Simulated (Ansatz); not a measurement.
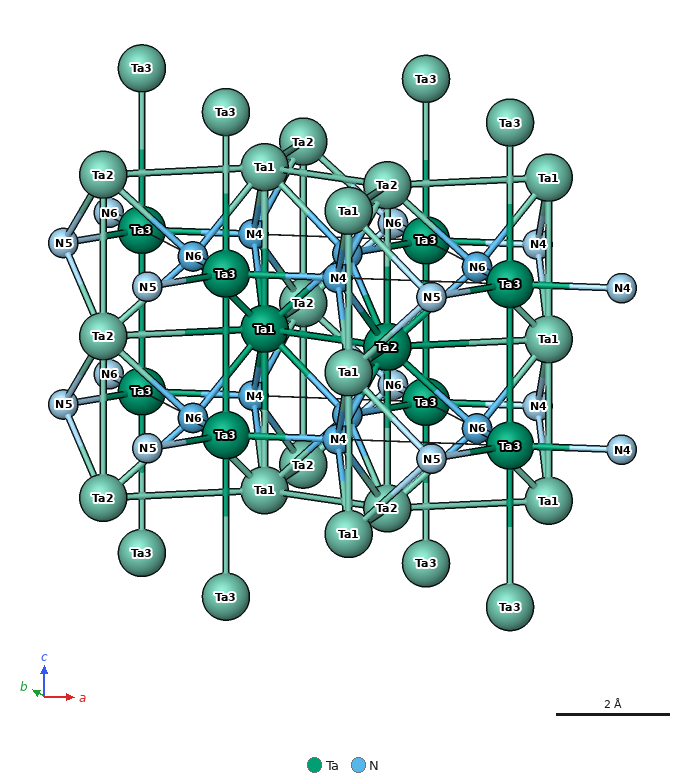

Fig. 1: The input geometry of run 1 (ball-and-stick view of the cell of the calculation, seen slightly off an axis; neighbours outside the cell are drawn fainter; atoms are numbered from 1 in the order of the input).

## TaN: a changed input and its effect

System: TaN (P-62m, 6 atoms in the cell).
Method of run 1: DFT PBEsol+U+J, scalar-relativistic, plane waves, PAW, U = 2 eV, J = 0.9 eV on Ta atom 1 d; U = 2 eV, J = 0.9 eV on Ta atom 2 d; U = 2 eV, J = 0.9 eV on Ta atom 3 d, spin-polarised (Ansatz 0.2.0).

The structure derives from an entry of the Crystallography Open Database. Text and figures count atoms from 1; the logs count them from 0 in places.

**The input, run 1**
```yaml
crystal:
  lattice:
    - [5.19600015, 0.0, 0.0]
    - [-2.59800008, 4.49986813, 0.0]
    - [0.0, 0.0, 2.9109996]
  atoms:
    - { symbol: Ta, position: [0.3333333333, 0.6666666667, 0.5], spin: 2.0 }
    - { symbol: Ta, position: [0.6666666667, 0.3333333333, 0.5], spin: 2.0 }
    - { symbol: Ta, position: [0.0, 0.0, 0.0], spin: 2.0 }
    - { symbol: "N", position: [0.39285, 0.0, 0.0] }
    - { symbol: "N", position: [0.60715, 0.60715, 0.0] }
    - { symbol: "N", position: [0.0, 0.39285, 0.0] }
basis:
  ecutwfc: 420
  ecutrho_ratio: 4
kpoints:
  mp_grid: { grid: [4, 4, 6] }
hamiltonian:
  xc: pbesol
  hubbard:
    sites:
      - { site: 0, l: d, u: 2.0, j: 0.9 }
      - { site: 1, l: d, u: 2.0, j: 0.9 }
      - { site: 2, l: d, u: 2.0, j: 0.9 }
scf:
  occupations: { method: gaussian, width: 0.05 }
  lower_state_search: "off"
  max_iter: 150
output:
  forces: true
  stress: true
  eigenvalues: true
  populations: true
  hubbard: { sites: [{ site: 0, l: d }, { site: 1, l: d }, { site: 2, l: d }] }
magnetization:
  spin_polarized: true
```

Launched with:
```bash
ansatz run input.yaml --threads 4 --pin off --max-ram 6144MiB --backend cpu --events-out ev --progress --plain --runs-dir out
```

Hardware: 4 threads of AMD EPYC (Zen 5), 64 GiB of memory available, shared host.

**Output, shortened to warnings, some set-up lines, iterations and results (run 1)**
```
WARN: the starting moments were not kept: the SCF closed with an absolute magnetisation of 6.4e-6 μB, where they sum to 6 μB in size (3 sites). That is at most 0.1 of that sum. Measured as dr2_m measures the in/out step, that magnetisation stands 3.0e-12 eV from none, at or under the dr2_threshold of 1.0e-7 eV: it is no larger than a step whose dr2_m would equal this threshold. The system may …
Basis set: ecut = 420 eV, 1287 PW (Γ), exchange–correlation on 72×72×40 points (8 copies of the dense FFT grid, shifted against one another)
Symmetry: 12 space group operations
k-points: 16 of 96 (time reversal used)
Initial density: superposition of atomic densities (chi_scale 0.1, normalization cell, long waves kept (reshape's long-wave potential 0.01 eV rms))
[...]
SCF iter   1: F=—  HF=-30557.737868 eV  |F-HF|=—  |Δ(HF+E_count)|=         —  Δρ=8.85e-2 (↑8.85e-2 ↓8.33e-2)  dr2=3.81e0  dr2_m=3.90e0  M=0.296 μB ∫|m|=0.883 μB  β_m=0.30  …
SCF iter   2: F=—  HF=-30558.122976 eV  |F-HF|=—  |Δ(HF+E_count)|=   3.85e-1  Δρ=6.01e-2 (↑6.01e-2 ↓5.88e-2)  dr2=9.66e-1  dr2_m=1.95e0  M=0.292 μB ∫|m|=0.770 μB  β_m=0.30  …
SCF iter   3: F=—  HF=-30558.514198 eV  |F-HF|=—  |Δ(HF+E_count)|=   3.91e-1  Δρ=4.24e-2 (↑3.99e-2 ↓4.24e-2)  dr2=1.54e-1  dr2_m=9.79e-1  M=0.289 μB ∫|m|=0.668 μB  β_m=0.30  …
SCF iter   4: F=—  HF=-30558.780274 eV  |F-HF|=—  |Δ(HF+E_count)|=   2.66e-1  Δρ=2.90e-2 (↑2.86e-2 ↓2.90e-2)  dr2=7.60e-3  dr2_m=5.16e-1  M=0.196 μB ∫|m|=0.518 μB  β_m=0.30  …
SCF iter   5: F=—  HF=-30558.927697 eV  |F-HF|=—  |Δ(HF+E_count)|=   1.47e-1  Δρ=2.10e-2 (↑2.09e-2 ↓2.10e-2)  dr2=2.31e-3  dr2_m=2.74e-1  M=0.129 μB ∫|m|=0.404 μB  β_m=0.30  …
[... 7 lines ...]
SCF iter  13: F=—  HF=-30559.100381 eV  |F-HF|=—  |Δ(HF+E_count)|=   1.62e-5  Δρ=1.95e-5 (↑1.95e-5 ↓1.89e-5)  dr2=1.80e-8  dr2_m=2.28e-7  M=0.003 μB ∫|m|=0.003 μB  β_m=0.96  …
SCF iter  14: F=-30559.100382 eV  HF=-30559.100382 eV  |F-HF|=2.14e-8  |Δ(HF+E_count)|=   9.77e-7  Δρ=3.11e-6 (↑2.42e-6 ↓3.11e-6)  dr2=2.70e-8  dr2_m=2.65e-9  M=0.000 μB …
SCF iter  15: F=-30559.100382 eV  HF=-30559.100382 eV  |F-HF|=5.93e-10  |Δ(HF+E_count)|=   3.30e-9  Δρ=6.95e-7 (↑6.23e-7 ↓6.95e-7)  dr2=1.02e-9  dr2_m=1.76e-10  M=0.000 μB …
SCF iter  16: F=-30559.100382 eV  HF=-30559.100382 eV  |F-HF|=3.64e-12  |Δ(HF+E_count)|=  2.18e-10  Δρ=1.67e-7 (↑1.19e-7 ↓1.67e-7)  dr2=1.94e-11  dr2_m=1.10e-11  M=0.000 μB …
SCF 1 converged in 16 iterations: F = -30559.100382 eV  dr2 = 1.94e-11
SCF converged after 16 iterations
Magnetization: 0.0000 μB (27.0000 up, 27.0000 down)
Absolute magnetization: 0.0000 μB (∫|ρ↑−ρ↓|, with the PAW one-centre terms)
Spin contamination: 0.0000 ħ² per cell (⟨S²⟩ above its minimum at these occupations)
Per-site moments (μB) at R_I (Å): [(9.850767432011433e-7, 0.892213750721576), (9.85076743127971e-7, 0.892213750721576), (1.2850662293515366e-7, 0.8420150719977306), (-2.973365550910205e-7, 0.8420150719977306), (-2.9733655522550885e-7, 0.8420150719977306), (-2.973365552518401e-7, 0.8420150719977306)]
Free energy (F): -30559.100382 eV
Harris-Foulkes:  -30559.100382 eV  (|F-HF|=3.64e-12)
Internal energy: -30559.096826 eV  (E = F + TS)
E sigma→0 (E₀):  -30559.098604 eV
Entropy (-TS):   -0.003556 eV (-0.593 meV/atom)
Fermi energy:    19.722156 eV
--- Per-component energies (eV) ---
  E_band       = -223.858339
  E_kinetic    = 1496.172941
  E_local      = -2035.511151  (includes V_loc(G=0)·N_el)
  E_nonlocal   = 188.346441
  E_hartree    = 687.047832
  E_xc         = -832.603335
  E_vxc        = -843.557657  (∫ρ·V_xc dr)
  E_hubbard    = 3.836550  (on-site DFT+U / exact-exchange correction)
  E_vhub       = 1.512115  (the Hubbard potential's part of the band-sum identity)
  E_paw        = -25186.206448  (= ΣΔE_a)
  E_vpaw       = -404.917484  (= ΣTr[D̂ρ^β])
  E_aug_tail   = 0.000824  (compensation charges beyond the density's cutoff)
  E_ewald      = -4880.905716
  E_core_change = 0.725236  (= ΣΔE_core)
  E_smearing   = -0.003556  (= −TS)
  E_closure    = -0.000000  (closes the sum)
  Σ components = -30559.100382   (vs F -30559.100382, Δ=0.00e0)
--- DFT+U+J on-site energies (Liechtenstein; fll double counting; per corrected site; eV) ---
  site 0 (l=d): U=2.0000  J=0.9000  Tr N=3.6960  E_int=9.821218  E_dc=8.554021  E_U=1.267196
  site 1 (l=d): U=2.0000  J=0.9000  Tr N=3.6960  E_int=9.821218  E_dc=8.554021  E_U=1.267196
  site 2 (l=d): U=2.0000  J=0.9000  Tr N=3.8098  E_int=10.455529  E_dc=9.153372  E_U=1.302157
--- Forces (eV/Å), atoms counted from 1 ---
  atom   1  Ta     0.00000000    -0.00000000     0.00000000
  atom   2  Ta    -0.00000000     0.00000000    -0.00000000
  atom   3  Ta     0.00000000     0.00000000    -0.00000000
  atom   4  N     -0.01464515    -0.00000000    -0.00000000
  atom   5  N      0.00732258     0.01268308    -0.00000000
  atom   6  N      0.00732258    -0.01268308    -0.00000000
  max |Σ_I F_I| component: 8.15e-17 eV/Å
--- Stress (GPa, compression-positive) ---
       -2.602867      -0.000000      -0.000000
       -0.000000      -2.602867       0.000000
       -0.000000       0.000000      -3.213565
  P = ⅓ Tr σ = -2.8064 GPa (-28.064 kbar)
Occupation matrices written to [file]
--- Löwdin populations: 6 sites ---
[...]
```

For run 2 the input was changed thus:
```diff
-    - { symbol: Ta, position: [0.6666666667, 0.3333333333, 0.5], spin: 2.0 }
+    - { symbol: Ta, position: [0.6666666667, 0.3333333333, 0.5], spin: -0.8 }
+  spin_locking: { lock_spins: true, n_iters: 12 }
```

How does run 2 compare with run 1?

The total moment is fixed by the input in run 2, so the state need not be the lowest. The energy is the same within 0.01 meV per atom.

**Output, shortened to warnings, some set-up lines, iterations and results (run 2)**
```
Warning: output.stress: scf.convergence.dr2_threshold = 1e-7 eV (the SCF's general default) is looser than the 6e-10 eV advised for a printed stress (1e-10 eV for each atom of the cell: 6). What an SCF threshold leaves in a stress goes as its square root, and in the free energy as the threshold itself, and one threshold admits the most on a small cell: of the crystals measured, under no hybrid …
WARN: the starting moments were not kept: the SCF closed with an absolute magnetisation of 1.3e-5 μB, where they sum to 4.8 μB in size (3 sites). That is at most 0.1 of that sum. Measured as dr2_m measures the in/out step, that magnetisation stands 1.7e-11 eV from none, at or under the dr2_threshold of 1.0e-7 eV: it is no larger than a step whose dr2_m would equal this threshold. The system may …
Basis set: ecut = 420 eV, 1287 PW (Γ), exchange–correlation on 72×72×40 points (8 copies of the dense FFT grid, shifted against one another)
Symmetry: 6 space group operations
k-points: 16 of 96 (time reversal used)
Initial density: superposition of atomic densities (chi_scale 0.1, normalization cell, long waves kept (reshape's long-wave potential 0.01 eV rms))
[...]
SCF iter   1: F=—  HF=-30555.342608 eV  |F-HF|=—  |Δ(HF+E_count)|=         —  Δρ=6.61e-2 (↑6.08e-2 ↓6.61e-2)  dr2=3.58e0  dr2_m=1.85e0  M=0.411 μB ∫|m|=1.980 μB  β_m=0.30  …
SCF iter   2: F=—  HF=-30555.389682 eV  |F-HF|=—  |Δ(HF+E_count)|=   4.71e-2  Δρ=4.34e-2 (↑3.79e-2 ↓4.34e-2)  dr2=1.23e0  dr2_m=7.65e-1  M=0.516 μB ∫|m|=2.334 μB  β_m=0.53  …
SCF iter   3: F=—  HF=-30557.232695 eV  |F-HF|=—  |Δ(HF+E_count)|=    1.84e0  Δρ=8.84e-3 (↑8.14e-3 ↓8.84e-3)  dr2=6.35e-2  dr2_m=2.22e-2  M=0.571 μB ∫|m|=2.859 μB  β_m=0.63  …
SCF iter   4: F=—  HF=-30557.496775 eV  |F-HF|=—  |Δ(HF+E_count)|=   2.64e-1  Δρ=3.00e-3 (↑3.00e-3 ↓2.46e-3)  dr2=9.87e-3  dr2_m=2.12e-3  M=0.573 μB ∫|m|=2.969 μB  β_m=0.72  …
SCF iter   5: F=—  HF=-30557.425523 eV  |F-HF|=—  |Δ(HF+E_count)|=   7.13e-2  Δρ=8.54e-4 (↑8.54e-4 ↓7.56e-4)  dr2=1.32e-3  dr2_m=1.84e-4  M=0.574 μB ∫|m|=2.992 μB  β_m=0.79  …
[... 23 lines ...]
SCF iter  29: F=—  HF=-30559.100381 eV  |F-HF|=—  |Δ(HF+E_count)|=   1.85e-5  Δρ=2.42e-5 (↑2.42e-5 ↓2.42e-5)  dr2=1.01e-6  dr2_m=2.34e-7  M=0.003 μB ∫|m|=0.003 μB  β_m=0.91  …
SCF iter  30: F=—  HF=-30559.100382 eV  |F-HF|=—  |Δ(HF+E_count)|=   8.50e-7  Δρ=8.26e-6 (↑8.26e-6 ↓3.95e-6)  dr2=1.30e-7  dr2_m=1.21e-8  M=0.000 μB ∫|m|=0.001 μB  β_m=0.91  …
SCF iter  31: F=-30559.100382 eV  HF=-30559.100382 eV  |F-HF|=1.88e-9  |Δ(HF+E_count)|=   2.37e-8  Δρ=1.54e-6 (↑1.44e-6 ↓1.54e-6)  dr2=4.61e-9  dr2_m=6.97e-10  M=0.000 μB …
SCF iter  32: F=-30559.100382 eV  HF=-30559.100382 eV  |F-HF|=8.00e-11  |Δ(HF+E_count)|=  5.60e-10  Δρ=3.74e-7 (↑3.74e-7 ↓3.47e-7)  dr2=1.95e-10  dr2_m=2.80e-11  M=0.000 μB …
SCF 1 converged in 32 iterations: F = -30559.100382 eV  dr2 = 1.95e-10
SCF converged after 32 iterations
Magnetization: 0.0000 μB (27.0000 up, 27.0000 down)
Absolute magnetization: 0.0000 μB (∫|ρ↑−ρ↓|, with the PAW one-centre terms)
Spin contamination: 0.0000 ħ² per cell (⟨S²⟩ above its minimum at these occupations)
Per-site moments (μB) at R_I (Å): [(-1.4318430581013989e-6, 0.892213750721576), (-2.27247508519715e-9, 0.892213750721576), (2.8767252216682648e-6, 0.8420150719977306), (5.8127425348590104e-8, 0.8420150719977306), (5.812742535307671e-8, 0.8420150719977306), (5.812742538782594e-8, 0.8420150719977306)]
--- Magnetisation constraints (ε_frz = 1.0e-4 eV) ---
  site  kind      target   achieved (μB)  |Δ|max (μB)  g (eV/μB)  λ_eff  esc  ok  flags
  0     per_site  +2.0000  -0.0000        2.00e0       -0.00e0    0.000  0    —   released
  1     per_site  -0.8000  -0.0000        8.00e-1      +0.00e0    0.000  0    —   released
  2     per_site  +2.0000  +0.0000        2.00e0       -0.00e0    0.000  0    —   released
Free energy (F): -30559.100382 eV
Harris-Foulkes:  -30559.100382 eV  (|F-HF|=8.00e-11)
Internal energy: -30559.096826 eV  (E = F + TS)
E sigma→0 (E₀):  -30559.098604 eV
Entropy (-TS):   -0.003556 eV (-0.593 meV/atom)
Fermi energy:    19.722157 eV
--- Per-component energies (eV) ---
  E_band       = -223.858270
  E_kinetic    = 1496.172928
  E_local      = -2035.511131  (includes V_loc(G=0)·N_el)
  E_nonlocal   = 188.346482
  E_hartree    = 687.047777
  E_xc         = -832.603329
  E_vxc        = -843.557652  (∫ρ·V_xc dr)
  E_hubbard    = 3.836550  (on-site DFT+U / exact-exchange correction)
  E_vhub       = 1.512112  (the Hubbard potential's part of the band-sum identity)
  E_paw        = -25186.206447  (= ΣΔE_a)
  E_vpaw       = -404.917478  (= ΣTr[D̂ρ^β])
  E_aug_tail   = 0.000824  (compensation charges beyond the density's cutoff)
  E_ewald      = -4880.905716
  E_core_change = 0.725236  (= ΣΔE_core)
  E_smearing   = -0.003556  (= −TS)
  E_closure    = -0.000000  (closes the sum)
  Σ components = -30559.100382   (vs F -30559.100382, Δ=0.00e0)
--- DFT+U+J on-site energies (Liechtenstein; fll double counting; per corrected site; eV) ---
  site 0 (l=d): U=2.0000  J=0.9000  Tr N=3.6960  E_int=9.821202  E_dc=8.554006  E_U=1.267196
  site 1 (l=d): U=2.0000  J=0.9000  Tr N=3.6960  E_int=9.821211  E_dc=8.554015  E_U=1.267196
  site 2 (l=d): U=2.0000  J=0.9000  Tr N=3.8098  E_int=10.455530  E_dc=9.153372  E_U=1.302158
--- Forces (eV/Å), atoms counted from 1 ---
  atom   1  Ta     0.00000000    -0.00000000     0.00000000
  atom   2  Ta     0.00000000     0.00000000    -0.00000000
  atom   3  Ta     0.00000000     0.00000000    -0.00000000
  atom   4  N     -0.01464244    -0.00000040    -0.00000000
  atom   5  N      0.00732087     0.01268092    -0.00000000
[...]
```

**The two runs side by side**

```tsv
quantity	run 1	run 2
outcome	converged	converged
free energy per atom (eV)	−5093.1834	−5093.1834
energy per atom, smearing taken to zero (eV)	−5093.1831	−5093.1831
gap on the mesh (eV)	0.00	0.00
net moment of the cell (μB)	0.00	0.00
absolute moment of the cell (μB)	0.00	0.00
pressure (GPa)	−2.81	−2.81
largest force (eV/Å)	0.015	0.015
SCF iterations	16	–
irreducible k-points	16	16
plane waves at Γ	1287	1287
wall time (shared host)	1.9 s	3 s
```

For both runs: Spin–orbit coupling is left out, which matters for Ta. For run 1: Warnings: some starting moments were not kept. For run 2: Warnings: some starting moments were not kept; the SCF threshold is looser than advised for the printed stress.
